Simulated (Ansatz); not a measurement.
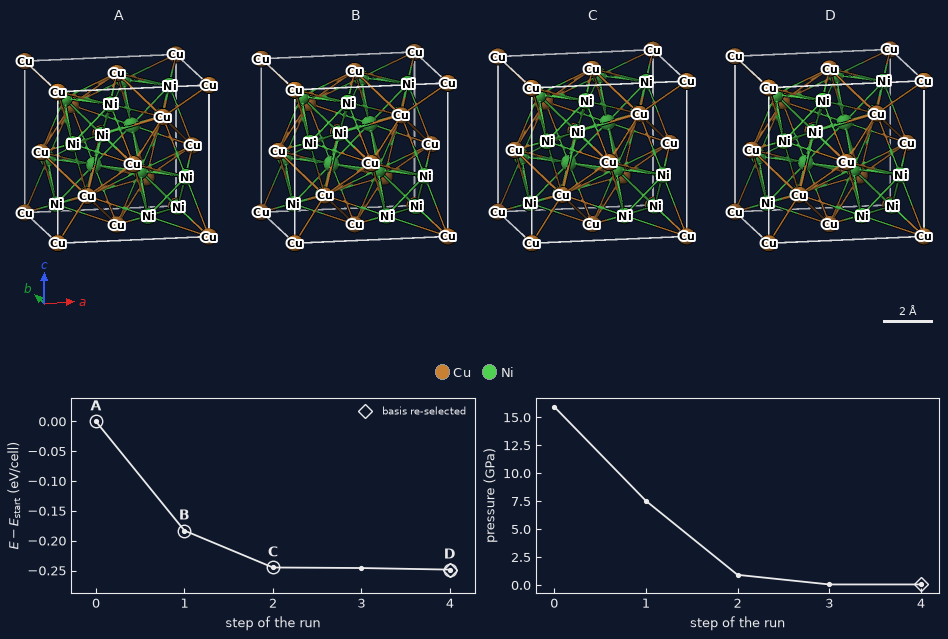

Frames of a relaxation of a crystal of CuNi$_{2}$ (built on the cubic Laves (C15)_227 type) (coarse preliminary run), marked on the history of the run. A ball-and-stick model of the conventional cell (4 times the calculation's cell), seen slightly off an axis. Lengths and directions refer to the drawn axes.

Case: cubic Laves (C15) type (Fd-3m, No. 227).

The calculation used DFT PBE, scalar-relativistic, plane waves, PAW (Ansatz 0.2.0). (plane-wave cutoff 420 eV; k-point mesh 6 × 6 × 6; occupations gaussian; smearing width 0.1 eV; no spin polarisation; cell and atoms relaxed; force threshold 0.04 eV/Å; at most 70 steps)

### Describe the path.

No atom moves by more than 0.005 Å relative to the cell. The volume changes by +8.2 %, with a = b = c 6.383 → 6.554 Å (+2.7 %). Among the contacts that change: Cu–Cu 2.764 → 2.838 Å, Cu–Ni 2.646 → 2.717 Å, Ni–Ni 2.257 → 2.317 Å. The space group stays Fd-3m (No. 227). The energy falls by 0.248 eV per cell of the calculation in 3 accepted moves (4 points after the start). All forces vanish by symmetry, so only the cell relaxes. Pressure: 15.96 GPa at the start and 0.06 GPa at the end. At 1 point the geometry stayed and the basis and grid were re-selected for the new cell (energy shift of 2.7 meV per cell of the calculation at most each time). From step 0 to 1: volume +3.9 %, energy −0.183 eV per cell of the calculation. From step 1 to 2: volume +3.6 %, energy −61.9 meV per cell of the calculation. From step 2 to 4: volume +0.5 %, energy −3.6 meV per cell of the calculation.
